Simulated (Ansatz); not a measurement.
## WSe: single-point calculation (part 2 of 2)

WSe (Pm-3m, 4 atoms in the cell); DFT PBE+U, scalar-relativistic, plane waves, PAW, Ueff = 6.2 eV on W d, spin-polarised (Ansatz 0.2.0); cutoff 420 eV, 12×12×6 k-mesh, Gaussian smearing of 0.1 eV, collinear spins. The structure was built on a prototype by a generator; it need not be a known phase. It belongs to a series of runs on one base structure; here: antiferromagnetic, doubled cell, propagation vector (1/2, 1/2, 1/2).

Geometry of the input (Å; fractional positions):
```
3.5487  0.0000  3.5487
0.0000  3.5487  3.5487
0.0000  0.0000  7.0973
W  0.0000  0.0000  0.0000
Se 0.5000  0.5000  0.7500
W  0.0000  0.0000  0.5000
Se 0.5000  0.5000  0.2500
```

## Log, continued
```
SCF iter   1: F=—  HF=-31694.020860 eV  |F-HF|=—  |Δ(HF+E_count)|=         —  Δρ=1.45e-6 (↑1.45e-6 ↓1.26e-6)  dr2=6.32e-9  dr2_m=7.18e-10  M=0.015 μB ∫|m|=8.262 μB  ethr=1.05e-11  ⟨swp⟩=1.0  Hψ=80680  notcnv=0
spin=Collinear: Kerker preconditioning applied to the charge; magnetization (m = ρ↑ − ρ↓) channel mixes plain (no charge-response kernel on spin).
SCF iter   2: F=-31694.020860 eV  HF=-31694.020860 eV  |F-HF|=7.12e-9  |Δ(HF+E_count)|=   4.88e-9  Δρ=1.23e-6 (↑1.21e-6 ↓1.23e-6)  dr2=9.69e-9  dr2_m=2.72e-10  M=0.015 μB ∫|m|=8.262 μB  ethr=1.05e-11  ⟨swp⟩=1.0  Hψ=69294  notcnv=0
SCF 4 converged in 2 iterations: F = -31694.020860 eV  dr2 = 9.69e-9
WARN: an SCF from ferromagnetic starting moments (-3.36, 0.00, -3.36, 0.00 Bohr magnetons, atom by atom) was not made, by what the run has read of turns of its moments that order reads lower: the deck asks for what bars it, or types moments that do (magnetization.spin_polarized, in the input reference, names some of the keys), or the run goes by scf.lower_state_search: light, the default, which as a rule tries one only behind a close that has lost an order of both signs, or on which an open d or half-filled 4f shell of a PAW file has lost a moment that was set nearer to Hund's than to what is left; or, under a Hubbard U, one that names an f shell that the input leaves bare beside given moments, or a larger moment for a shell of low spin that is given one. standard, with a start from the atoms, tries one behind each close (in a relaxation, ahead of its steps or at their end). To set out from that order, type those moments (crystal.atoms[].spin; where shells were raised to Hund's moment, beside crystal.symmetry.detect: false) under scf.lower_state_search: light. The bands of the close that named these starting moments, or of the one ahead of a search that led to it (under cold or Methfessel-Paxton smearing those of the Gaussian ahead of it) read a cost of -2803.60 meV for the turn to them, carried on from a small turn (-2803.60 by the pairs of d shells alone)
SCF converged after 2 iterations
Magnetization: 0.0147 μB (30.0073 up, 29.9927 down)
Absolute magnetization: 8.2438 μB (∫|ρ↑−ρ↓|, with the PAW one-centre terms)
Spin contamination: 4.1375 ħ² per cell (⟨S²⟩ above its minimum at these occupations)
Per-site moments (μB) at R_I (Å): [(3.1423694445837924, 1.2677113555808945), (0.18813235227341493, 1.2677113555808945), (-3.4020492831124907, 1.2677113555808945), (0.1881323522734149, 1.2677113555808948)]
Free energy (F): -31694.020860 eV
Harris-Foulkes:  -31694.020860 eV  (|F-HF|=2.57e-9)
Internal energy: -31694.008839 eV  (E = F + TS)
E sigma→0 (E₀):  -31694.014850 eV
Entropy (-TS):   -0.012022 eV (-3.005 meV/atom)
Fermi energy:    12.845592 eV
--- Per-component energies (eV) ---
  E_band       = -1058.107197
  E_kinetic    = 1137.035818
  E_local      = -6100.201928  (includes V_loc(G=0)·N_el)
  E_nonlocal   = -1179.732437
  E_hartree    = 2795.439492
  E_xc         = -737.158190
  E_vxc        = -667.208407  (∫ρ·V_xc dr)
  E_hubbard    = 4.417940  (on-site DFT+U / exact-exchange correction)
  E_vhub       = -20.166867  (the Hubbard potential's part of the band-sum identity)
  E_paw        = -20952.084436  (= ΣΔE_a)
  E_vpaw       = 181.286382  (= ΣTr[D̂ρ^β])
  E_aug_tail   = -0.001329  (compensation charges beyond the density's cutoff)
  E_ewald      = -6661.723769
  E_smearing   = -0.012022  (= −TS)
  E_closure    = -0.000000  (closes the sum)
  Σ components = -31694.020860   (vs F -31694.020860, Δ=0.00e0)
--- Forces (eV/Å), atoms counted from 1 ---
  atom   1  W      0.00000000    -0.00000000    -0.00000000
  atom   2  Se    -0.71449466    -0.71449466    -0.71449466
  atom   3  W     -0.00000000     0.00000000     0.00000000
  atom   4  Se     0.71449466     0.71449466     0.71449466
  max |Σ_I F_I| component: 2.22e-16 eV/Å
--- Stress (GPa, compression-positive) ---
       -0.391881      -1.819695      -1.819695
       -1.819695      -0.391881      -1.819695
       -1.819695      -1.819695      -0.391881
  P = ⅓ Tr σ = -0.3919 GPa (-3.919 kbar)
--- Band table (eV; the first three rows and the last of 196) ---
  k-point 0 ↑: bands = ["-62.0744", "-59.6812", "-34.9261", "-34.9261", "-34.9260", "-34.9260", "-34.9142", "-34.9142", "-34.9128", "-34.9128", "-34.9102", "-34.9093", "-26.7537", "-26.4541", "-26.4541", "-23.7044", "-23.7044", "-23.5940", "-1.3754", "0.6969", "6.4801", "6.4801", "8.2330", "8.2330", "8.3313", "11.2057", "11.2057", "11.2459", "11.9496", "12.2755", "12.2755", "15.0459", "15.1959", "15.1959", "15.2000", "17.5987", "17.6728", "17.6728"]
  k-point 1 ↑: bands = ["-62.0744", "-59.6812", "-34.9261", "-34.9261", "-34.9260", "-34.9259", "-34.9141", "-34.9141", "-34.9129", "-34.9128", "-34.9101", "-34.9093", "-26.7530", "-26.4542", "-26.4533", "-23.7054", "-23.7050", "-23.5950", "-1.2248", "0.5012", "6.5912", "6.9272", "8.0955", "8.1661", "8.5022", "9.6736", "10.9227", "11.0551", "11.6534", "12.2580", "13.5047", "14.5897", "15.2868", "15.5514", "15.7239", "17.9676", "17.9722", "18.5151"]
  k-point 2 ↑: bands = ["-62.0745", "-59.6811", "-34.9261", "-34.9260", "-34.9259", "-34.9259", "-34.9139", "-34.9138", "-34.9131", "-34.9131", "-34.9100", "-34.9095", "-26.7517", "-26.4543", "-26.4518", "-23.7076", "-23.7066", "-23.5971", "-0.8536", "0.0986", "6.7859", "7.7191", "7.9606", "8.2335", "8.4386", "8.9827", "10.1097", "10.1600", "10.8659", "12.4161", "14.3635", "14.6714", "16.0770", "16.1604", "16.5300", "18.3115", "18.3986", "18.4996"]
  k-point 97 ↓: bands = ["-61.2211", "-60.6308", "-34.8918", "-34.8916", "-34.8912", "-34.8912", "-34.8909", "-34.8909", "-34.8901", "-34.8901", "-34.8899", "-34.8899", "-25.7762", "-25.7762", "-25.7423", "-25.0876", "-24.3563", "-24.3563", "-0.3696", "-0.0330", "7.6443", "7.6443", "8.0537", "8.6743", "9.3268", "9.3268", "9.6597", "9.6597", "10.1542", "13.2439", "13.2439", "15.4868", "15.7296", "15.8314", "15.8314", "16.7113", "18.1060", "18.1060"]
Occupation matrices written to [file]
--- Löwdin populations: 4 sites ---
  site symbol       q [e]    m [muB]
     0      W     13.2254     3.8248
     1     Se     16.5367     0.2438
     2      W     13.4243    -4.2757
     3     Se     16.5367     0.2438
  spilling = 0.004617 (of n_electrons = 60.000000)
```

## File populations.tsv
```
# site	symbol	l	j	q_up	q_dn
# orbitals = lowdin
# n_electrons = 60.000000
# spilling = 0.004617
# projection_atom_W: [Kr 4d10 4f14] 5s2 5p6 5d4 6s2
# projection_atom_Se: [Ar] 3d10 4s2 4p4
0	W	0_5S	-	0.996924	0.997167
0	W	0_6S	-	0.380319	0.303457
0	W	1_5P	-	2.998726	2.998916
0	W	2_5D	-	4.149088	0.400761
1	Se	0_4S	-	0.956141	0.961275
1	Se	1_4P	-	2.434178	2.185233
1	Se	2_3D	-	4.999908	4.999924
2	W	0_5S	-	0.997446	0.997131
2	W	0_6S	-	0.247729	0.375749
2	W	1_5P	-	2.999196	2.998721
2	W	2_5D	-	0.329953	4.478399
3	Se	0_4S	-	0.956141	0.961275
3	Se	1_4P	-	2.434178	2.185233
3	Se	2_3D	-	4.999908	4.999924
```

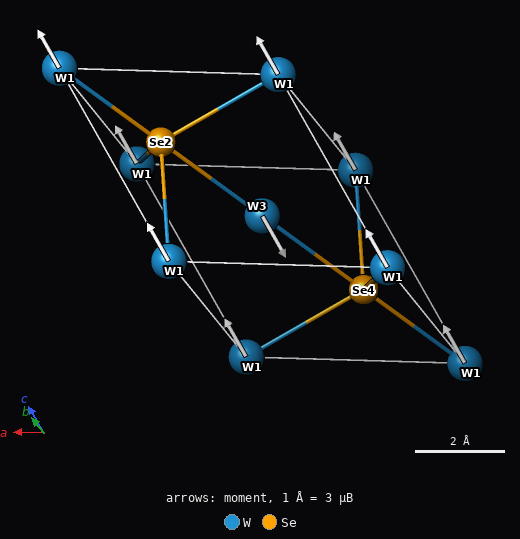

Fig. 1: Magnetic moments of the sites as white arrows (ball-and-stick view of the reduced cell, seen at an oblique angle; atoms are numbered from 1 in the order of the input); small moments hardly show. The run is collinear, so the axis drawn is arbitrary. Site moments: W3 (−3.40 μB); W1 (3.14 μB); Se2, Se4 (0.19 μB). They are counted near the atoms and needn't add up to the moment of the cell.

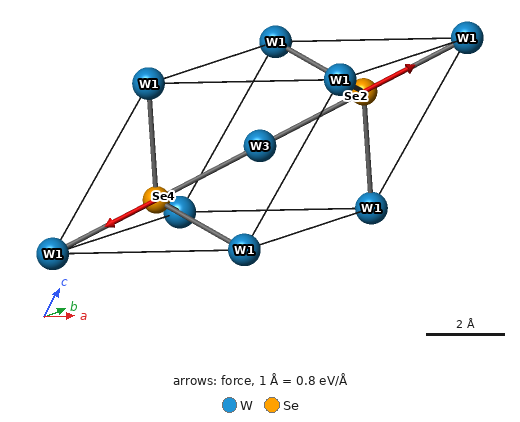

Fig. 2: Forces on the atoms as red arrows (ball-and-stick view of the reduced cell, seen at an oblique angle; atoms are numbered from 1 in the order of the input). The largest act on Se2, Se4 (1.24 eV/Å). The geometry is not a stationary point of this energy.

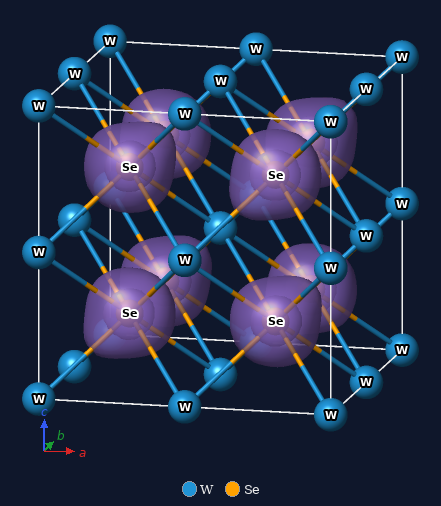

Fig. 3: Isosurface of the ELF at 0.7 (purple), seen slightly off an axis. Only the valence region is drawn (cores and ρ < 0.01 e/Å³ removed). Sticks mark near contacts. The outline is the cell set on symmetry axes of the magnetic structure. Values along the shortest contacts: W–Se (3.07 Å): the ELF peaks at about 0.80 in the valence shell of Se, 0.8 Å from its nucleus, and drops to about 0.25 between the two atoms. Core electrons are frozen (PAW), so the fields are smoothed inside the atomic spheres.

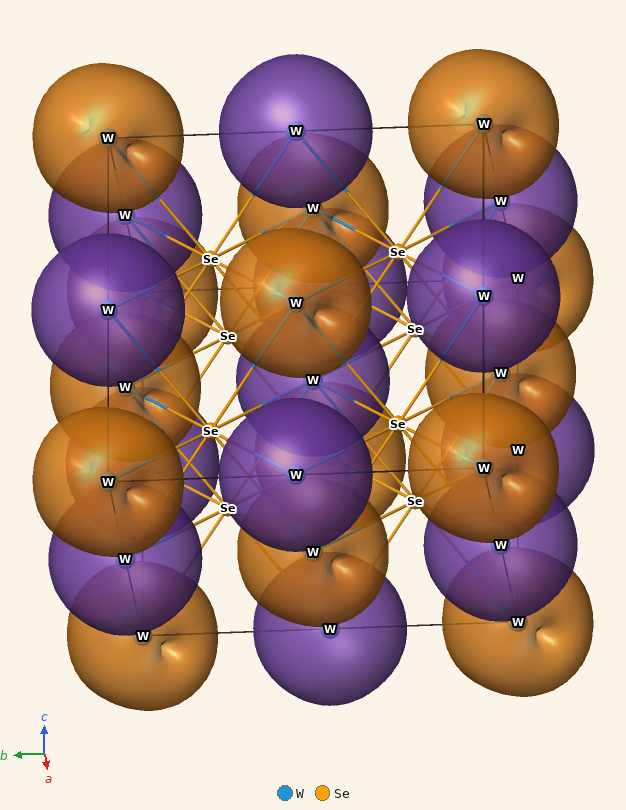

Fig. 4: Isosurfaces of the spin density at +0.08 (orange) and −0.08 e/Å³ (purple), seen at an oblique angle. Sticks mark near contacts. The outline is the cell set on symmetry axes of the magnetic structure. The cell of the calculation (4 atoms) carries 0.0 μB net.

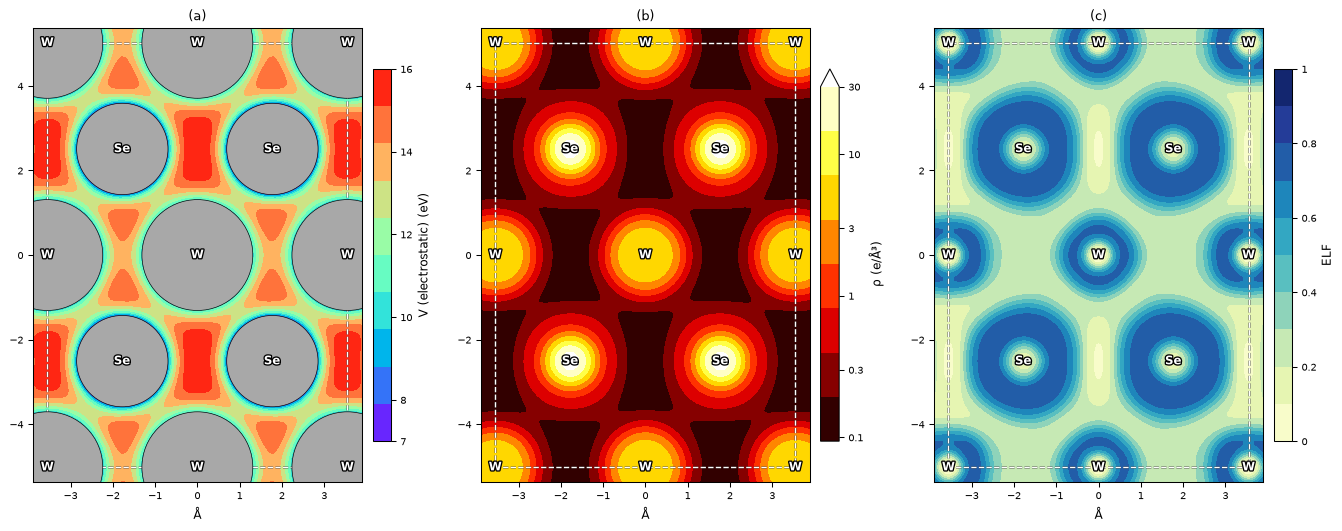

Fig. 5: (a) electrostatic potential (local pseudopotential plus Hartree) felt by an electron; (b) valence electron density; (c) electron localisation function on the (101) plane of the conventional cell of the magnetic structure. Grey discs, where drawn, cover atomic cores. Atoms in the plane: W and Se. W–Se (3.07 Å): ρ at the midpoint is about 0.2 e/Å³; the ELF peaks at about 0.80 in the valence shell of Se, 0.8 Å from its nucleus, and drops to about 0.20 between the two atoms. Away from the nuclei the density in this plane falls to 0.09 e/Å³ at its lowest. The strong features right at W lie inside the PAW spheres (semicore, d or f shells) and say nothing about bonding. Outside the cores the potential energy rises away from the atoms and is highest about 1.8 Å from the nearest atoms; outside the discs it spans about 8 eV, and its zero is arbitrary.

## Results in brief

| quantity | value |
| --- | --- |
| outcome | converged |
| space group (tolerance 0.01 Å) | Pm-3m (221) |
| electrons treated | 60 |
| free energy | −31694.0209 eV |
| Fermi energy | 12.846 eV |
| gap on the k-point mesh | none (metallic) |
| net moment of the cell | 0.01 μB |
| integrated absolute moment | 8.24 μB |
| pressure | −0.39 GPa |
| largest force (length of the vector) | 1.238 eV/Å |
| wall time | 7.6 min |
| peak memory | 1.9 GiB |

The electronic state found may not be the lowest one. Notes on the run: the search outside the symmetry group is no proof of a minimum; another magnetic order may lie lower; the state was not tested for a lower one. Spin–orbit coupling is left out, which matters for W.
